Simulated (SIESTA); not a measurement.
System: WS₂ (space group P-3m1).

Method: DFT in numerical atomic orbitals with pseudopotentials, no spin polarisation; energies at scaled volumes of the given cell, shape and fractions fixed, counted from the fit's minimum, third-order Birch-Murnaghan fit (SIESTA 5.4.2). All runs: no spin polarisation.

- occupations: Fermi–Dirac
- smearing width: 0.05 eV
- potentials: PseudoDojo 0.4 standard, converted to PSML, two zetas on semicore shells

Settings that differ: PBEsol: k mesh 8×8×1; LDA: k mesh 8×8×2.

Predict the pressure against volume, with one curve for each functional. The cases: PBEsol; LDA.

The fitted equilibrium volumes, smallest first, are PBEsol 25.730, LDA 34.021 Å³/atom. The fitted bulk moduli, smallest first, are LDA 90.6, PBEsol 116.8 GPa. For PBEsol, the pressure falls from 8.30 GPa at volume 24.18 Å³/atom to −5.97 GPa at 27.27 Å³/atom, and changes sign near 25.73 Å³/atom. For LDA, the pressure falls from 4.44 GPa at volume 32.54 Å³/atom to −5.80 GPa at 36.69 Å³/atom, and changes sign near 34.03 Å³/atom.

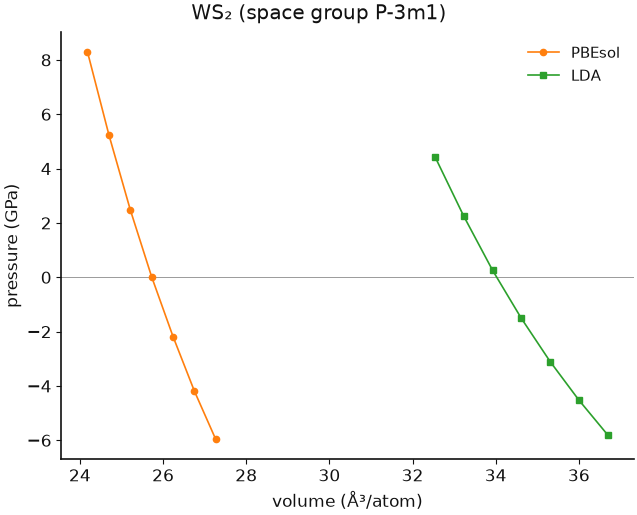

Limits of the calculation: mulliken charges of long orbitals; short basis over semicore shells; shape and atomic fractions are frozen while scaling, which makes layered, chain and framework solids too stiff.
